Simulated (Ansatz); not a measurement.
## Al48N48: single-point calculation (part 2 of 2)

Al48N48 (96 atoms in the cell); DFT, PBE0, PAW, plane waves (Ansatz 0.2.0); cutoff 420 eV, 1×1×1 k-mesh, Fermi–Dirac smearing of 0.01 eV. The structure was built on a prototype by a generator.

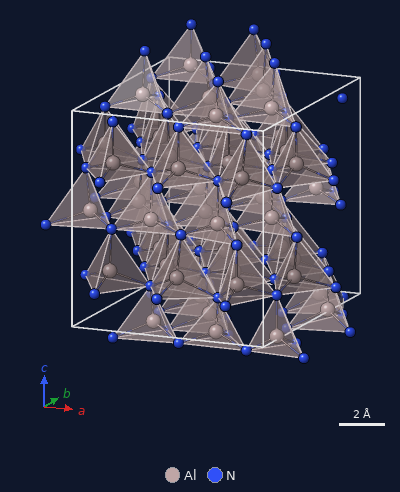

*The input geometry (polyhedral view of the cell of the calculation, seen slightly off an axis; polyhedra are completed across the faces of the cell).*

Output, continued:
```
SCF iter   1: F=—  HF=-44365.249729 eV  |F-HF|=—  |Δ(HF+E_count)|=         —  Δρ=3.93e-5  dr2=2.43e-5  ethr=2.05e-7  ⟨swp⟩=17.0  Hψ=850  notcnv=0
preconditioner: auto → none  [insulator: Δε(μ)=5.710 eV  Ē_g=15.720 eV  σ=0.010 eV  W_gap=1.00  n_scr=206 (ndim 8)  ℏωp=23.1 eV  f_vac=0.000  D(μ)=0.00/eV (n_scr^D=0)]
SCF iter   2: F=—  HF=-44365.249728 eV  |F-HF|=—  |Δ(HF+E_count)|=   1.73e-6  Δρ=1.18e-5  dr2=1.12e-6  ethr=5.44e-9  ⟨swp⟩=4.0  Hψ=668  notcnv=0
SCF iter   3: F=—  HF=-44365.249730 eV  |F-HF|=—  |Δ(HF+E_count)|=   2.43e-6  Δρ=9.49e-6  dr2=7.59e-7  ethr=1.77e-10  ⟨swp⟩=9.0  Hψ=980  notcnv=0  defer=5
SCF iter   4: F=-44365.249730 eV  HF=-44365.249730 eV  |F-HF|=3.08e-8  |Δ(HF+E_count)|=   9.29e-8  Δρ=2.87e-6  dr2=5.70e-8  ethr=1.77e-10  ⟨swp⟩=6.0  Hψ=581  notcnv=0
SCF 3 converged in 4 iterations: F = -44365.249730 eV  dr2 = 5.70e-8
  Residual-converged pass: ⟨swp⟩=3.0  Hψ=499  notcnv=0  max |occ|·‖R‖ = 6.2e-6 eV (tolerance 6.7e-6 eV)  dr2=6.03e-8  dr2_onsite=7.24e-9  max |Δocc| = 0.0e0
hybrid outer 2: dexx = +2.725e-6 eV, tail = 1.40e-7 eV, Δε = 1.32e-3 eV (about 4.90e-5 eV left of the loop's levels), ΔF = 5.71e-3 eV/Å (tail 6.19e-4)
NSCF: frozen V_eff on 1 k-points
hybrid SCF converged: 2 outer / 11 inner (+4 warm-up), last move |dexx| = 2.72e-6 eV, tail = 1.40e-7 eV
Stability not checked: this state was not tested for a lower state beside it, because the functional holds exact exchange (a hybrid, or Hartree-Fock), whose exchange loop this test does not read (fock_operator; see scf.lower_state_search)
Free energy (F): -44365.249730 eV
Harris-Foulkes:  -44365.249730 eV  (|F-HF|=3.08e-8)
Internal energy: -44365.249730 eV  (E = F + TS)
E sigma→0 (E₀):  -44365.249730 eV
Fermi energy:    9.328584 eV
--- Per-component energies (eV) ---
  E_band       = 74.689216
  E_kinetic    = 7742.116364
  E_local      = -10937.367612  (includes V_loc(G=0)·N_el)
  E_nonlocal   = 2639.449191
  E_hartree    = 3839.518402
  E_xc         = -3801.755075
  E_vxc        = -4038.475350  (∫ρ·V_xc dr)
  E_exx        = -1022.606542  (= α·E_x^exact, valence–valence)
  E_paw        = -28690.052718  (= ΣΔE_a)
  E_vpaw       = -964.871383  (= ΣTr[D̂ρ^β])
  E_aug_tail   = 0.004647  (compensation charges beyond the density's cutoff)
  E_ewald      = -14131.411518
  E_core_change = -3.144820  (= ΣΔE_core)
  E_smearing   = -0.000000  (= −TS)
  E_closure    = -0.000050  (closes the sum)
  Σ components = -44365.249730   (vs F -44365.249730, Δ=-7.28e-12)
--- Forces (eV/Å), atoms counted from 1 ---
  atom   1  Al     0.38536967    -0.43420326    -0.57950049
  atom   2  Al    -1.48042697     4.57759158     1.46666917
  atom   3  Al    11.16299933    -7.07144682     2.27017750
  atom   4  Al     0.46845370    -3.87840453    -1.83842845
  atom   5  Al     1.03454351    -1.24452887    -0.67642409
  atom   6  Al    -1.45072260    -1.83596385    -0.37034739
  atom   7  Al    -1.91633086     2.63149190     0.54808342
  atom   8  Al    -0.00127114    -1.80060984     2.12877879
  atom   9  Al     1.21473873    -0.21558657     4.02912813
  atom  10  Al    -0.68954290    -1.15494984    -0.17712467
  atom  11  Al    -1.60841991     2.39134229     1.25156318
  atom  12  Al    -1.38472628    -0.46333144    -1.84128395
  atom  13  Al     3.20180026     0.13570608     1.40405191
  atom  14  Al     0.75541258    -1.24266215     1.63883382
  atom  15  Al    -0.96509852    -0.77927636     0.45790293
  atom  16  Al     1.13109051     3.12877218     0.75725928
  atom  17  Al     5.66397820    -3.90868413     2.99038343
  atom  18  Al     0.84682185     0.48156912    -0.73192798
  atom  19  Al    -3.15593461    -0.87837901     1.56406166
  atom  20  Al    -1.04317030     1.47489375    -1.67907843
  atom  21  Al    -5.48050272    -3.05834567     2.52586473
  atom  22  Al     7.14496254    -5.08953432     1.39799208
  atom  23  Al     0.18295727    -0.06129854     3.85156544
  atom  24  Al    -0.37858636     8.06170598    -0.43781896
  atom  25  Al    -3.24675545    -4.35463918     2.77906112
  atom  26  Al    11.60630009     6.64220845     4.04348084
  atom  27  Al     1.35992709     2.05776972     2.53511903
  atom  28  Al    -1.64675405     0.66574776   -10.23504404
  atom  29  Al     7.21802021     5.07703138     2.38268502
  atom  30  Al     2.20166205    -1.27541777     1.88179714
  atom  31  Al    -2.83415089    -1.20203150     0.52810085
  atom  32  Al     0.71369481    -4.33732379    -2.00904085
  atom  33  Al     1.55364244     2.17506977     2.34399305
  atom  34  Al     1.65108425     1.97422746    -7.14091543
  atom  35  Al     2.46429099     1.38593840     1.85081772
  atom  36  Al    -1.80642715    -2.18379554    -1.23002481
  atom  37  Al    -0.73281375     1.37561056    -1.70541226
  atom  38  Al    -0.96485722    -1.23519016    -0.41620703
  atom  39  Al     0.32169401    -0.29011615     0.95224420
  atom  40  Al     0.56935497     3.04829016    -0.19893644
  atom  41  Al     1.33461803     0.72539590     2.20419873
  atom  42  Al     1.00753962    -8.44934343     1.92774260
  atom  43  Al    -0.22987909     4.63902988     0.64131847
  atom  44  Al     2.36688558     1.99994708     0.97517124
  atom  45  Al    -0.52835329    -2.37815303     1.34432764
  atom  46  Al    -2.88098608     1.59682534     0.06406202
  atom  47  Al     3.85336866     4.02814026     0.18382602
  atom  48  Al     2.71936402     1.09744808    -0.70320710
  atom  49  N      0.55869806     2.14604900    -0.46706111
  atom  50  N      3.99777880     2.07344585    -1.99116771
  atom  51  N      0.60816420    -1.83979123     8.99557760
  atom  52  N      2.72441156    -0.74241963    -2.96106711
  atom  53  N     -0.20341988    -4.84187895    -0.81850471
  atom  54  N     -1.63329851     4.01186632    -1.49688099
  atom  55  N      0.93362908     3.42791604    -1.32224942
  atom  56  N     -2.53056763    -0.27338619     1.97785327
  atom  57  N     -4.43307692     2.59280740     9.27522631
  atom  58  N     -4.94192281     2.59105608    -1.80874029
  atom  59  N      3.63167264     1.29968555    -0.38596059
  atom  60  N      1.18307183    -0.95696197    -0.76909485
  atom  61  N     -4.12085225     5.75322441    -5.35210130
  atom  62  N      2.75738473    -0.17146454     1.24698604
  atom  63  N      1.58923415    -1.52185792     1.59205633
  atom  64  N     -0.68596036    -5.04223213    -1.61165642
  atom  65  N    -10.79813684     7.17730778    -4.14599933
  atom  66  N     -2.24088338     1.71554684    -2.18002799
  atom  67  N     -0.48367729    -0.13092768    -4.07761772
  atom  68  N     -6.04641602    -4.50510212    -3.76533957
  atom  69  N      3.30348870     1.91842080    -2.08990047
  atom  70  N      1.65847814     1.14201118    -1.68517948
  atom  71  N     -0.87372268    -3.43002101    -1.14361064
  atom  72  N     -0.35979052    -2.47070167     3.69944187
  atom  73  N      1.29060217    -1.93584791    -1.46029682
  atom  74  N      0.59662512    -2.00250201     1.57202928
  atom  75  N     -5.97548349     2.00463569    -2.74056757
  atom  76  N     -2.80525552     1.63004748     1.85975804
  atom  77  N     -6.22592118    -0.50927697    -3.16555323
  atom  78  N     -1.07908776    -3.70844369    -0.68037466
  atom  79  N     -2.21388771    -1.76515920     1.62407869
  atom  80  N      1.33615673     0.99442018     1.39293397
  atom  81  N      0.49439076    -3.85410616    -2.08968581
  atom  82  N      0.45189764     2.53635602     0.36598459
  atom  83  N      2.01374160     2.44358433    -3.16947807
  atom  84  N     -0.57116177     2.86681566    -1.06059278
  atom  85  N      3.44321313    -1.22529868     0.28667977
  atom  86  N    -13.39623169    -8.92837064    -6.11412509
  atom  87  N     -2.08708560    -0.69235567    -1.56477214
  atom  88  N      1.23050976     2.68968746    -0.30334133
  atom  89  N     -1.32182266    -3.34229397    -1.18251673
  atom  90  N     -1.63382537    -1.15322751     0.68013508
  atom  91  N      1.62133675     1.49706937     0.41485481
  atom  92  N      1.82608269    -0.86523751     1.19413811
  atom  93  N      4.94451586    -3.11004024    -0.13296981
  atom  94  N     -0.38710330     7.79095701     0.10969543
  atom  95  N     -4.81005041    -2.51657682    -1.76107841
  atom  96  N     -0.04513460    -1.31588945     4.26138365
  max |Σ_I F_I| component: 8.39e-4 eV/Å
--- Band table (eV) ---
  k-point 0: bands = ["-11.1689", "-10.7430", "-10.5690", "-10.2931", "-10.2220", "-10.0623", "-9.9653", "-9.8385", "-9.7618", "-9.7031", ... 78 levels left out ..., "1.7671", "1.8313", "1.8916", "1.9111", "1.9798", "2.0741", "2.1340", "2.1727", "2.2505", "2.2793", "2.4105", "2.4268", "2.4999", "2.5534", "2.6018", "2.6596", "2.6966", "2.7925", "2.8159", "2.8293", "2.9028", "2.9507", "2.9984", "3.0500", "3.0674", "3.1629", "3.1817", "3.2030", "3.2578",
      "3.2979", "3.3517", "3.4063", "3.4395", "3.4801", "3.5418", "3.5548", "3.5960", "3.6285", "3.6619", "3.7141", "3.7579", "3.8302", "3.8646", "3.8984", "3.9245", "3.9612", "4.0052", "4.0502", "4.0766", "4.1249", "4.1581", "4.2017", "4.2223", "4.2770", "4.3116", "4.3639", "4.3788", "4.4169", "4.4678", "4.4939", "4.5154", "4.5841", "4.6221", "4.6386", "4.6639", "4.7130", "4.7544", "4.7833", "4.8246",
      "4.8712", "4.9066", "4.9230", "5.0048", "5.0172", "5.0531", "5.0770", "5.1030", "5.1581", "5.1674", "5.2065", "5.2310", "5.2764", "5.2953", "5.3585", "5.3868", "5.4178", "5.4307", "5.4978", "5.5040", "5.6000", "5.6367", "5.6682", "5.7116", "5.7699", "5.8711", "5.8930", "5.9539", "5.9986", "6.0545", "6.1147", "6.2264", "6.2775", "6.3669", "6.4725", "12.1847", "12.4041", "12.5773", "12.6950", "12.8016",
      "12.9906", "13.0880", "13.2106", "13.2781", "13.3878", "13.4526", "13.5955", "13.6576", "13.7013", "13.7708", "13.8713", "13.9135", "14.0349", "14.1075", "14.1445", "14.1798", "14.2542", "14.3143", "14.3699", "14.4276", "14.4858", "14.5524", "14.6421", "14.7138", "14.7747", "14.8272", "14.8859", "14.9610", "15.0228", "15.0589", "15.0868", "15.1996", "15.2744", "15.3491", "15.3929", "15.4535", "15.5567", "15.6615", "15.7116", "15.7979",
      "15.8891", "15.9530", "16.0495", "16.1024", "16.1771", "16.2273", "16.2933", "16.3628", "16.4212", "16.5253", "16.5968", "16.6449", "16.7355", "16.7475", "16.8056", "16.8234", "16.9011", "16.9574", "17.0139", "17.0369", "17.1174", "17.1547", "17.2003", "17.2870", "17.3562", "17.3771", "17.4337", "17.5022", "17.6044", "17.6160", "17.6977", "17.7399", "17.7916", "17.8267", "17.9156", "17.9569", "18.0154", "18.0550", "18.0913", "18.1623",
      "18.2235", "18.2815", "18.3416", "18.4496", "18.4886", "18.5156", "18.6134", "18.6328", "18.6643", "18.7540", "18.7711"]
--- Löwdin populations: 96 sites ---
  site symbol       q [e]
     0     Al      1.8344
     1     Al      1.8512
     2     Al      1.8170
     3     Al      1.8663
     4     Al      1.8939
     5     Al      1.8869
     6     Al      1.8360
     7     Al      1.8806
     8     Al      1.8118
     9     Al      1.8717
    10     Al      1.8562
    11     Al      1.8807
    12     Al      1.8404
    13     Al      1.8317
    14     Al      1.8836
    15     Al      1.8891
    16     Al      1.8325
    17     Al      1.8478
    18     Al      1.8800
    19     Al      1.8545
    20     Al      1.8157
    21     Al      1.8409
    22     Al      1.9108
    23     Al      1.8361
    24     Al      1.8309
    25     Al      1.8034
    26     Al      1.9142
    27     Al      1.8190
    28     Al      1.8459
    29     Al      1.8756
    30     Al      1.8584
    31     Al      1.8239
    32     Al      1.8440
    33     Al      1.8268
    34     Al      1.8687
    35     Al      1.9264
    36     Al      1.8312
    37     Al      1.9096
    38     Al      1.8636
    39     Al      1.8735
    40     Al      1.8916
    41     Al      1.8686
    42     Al      1.8138
    43     Al      1.9238
    44     Al      1.8975
    45     Al      1.8958
    46     Al      1.8243
    47     Al      1.8857
    48      N      6.0762
    49      N      6.0554
    50      N      6.1149
    51      N      6.0299
    52      N      6.0797
    53      N      6.0491
    54      N      6.1542
    55      N      6.0607
    56      N      6.0952
    57      N      6.0716
    58      N      6.0356
    59      N      6.0373
    60      N      6.0784
    61      N      6.0882
    62      N      6.0520
    63      N      6.0724
    64      N      6.1152
    65      N      6.0168
    66      N      6.0118
    67      N      6.1570
    68      N      6.0431
    69      N      6.0259
    70      N      6.0478
    71      N      6.0554
    72      N      6.0797
    73      N      6.0290
    74      N      6.1455
    75      N      6.0741
    76      N      6.0482
    77      N      6.0709
    78      N      6.0636
    79      N      6.0212
    80      N      6.0542
    81      N      6.0498
    82      N      6.0694
    83      N      6.0973
    84      N      6.0748
    85      N      6.1125
    86      N      6.0469
    87      N      6.0217
    88      N      6.0794
    89      N      6.0740
    90      N      6.0292
    91      N      6.0604
    92      N      6.0583
    93      N      6.0884
    94      N      6.0773
    95      N      6.0546
  spilling = 0.009193 (of n_electrons = 384.000000)
```

Key numbers:

| quantity | value |
| --- | --- |
| outcome | converged |
| space group (tolerance 0.01 Å) | P1 (1) |
| electrons treated | 384 |
| free energy | −44365.2497 eV |
| Fermi energy | 9.329 eV |
| largest force (length of the vector) | 17.221 eV/Å |
| hardware | 1 × NVIDIA GB300 Max-Q, 8 threads of Arm Neoverse-V2, 80 GiB of memory available, shared host |
| wall time | 25 s (CPU time 78 s) |
| peak memory | 3.6 GiB |

The k-point mesh is coarse for a cell of this size, so the results may not be converged.
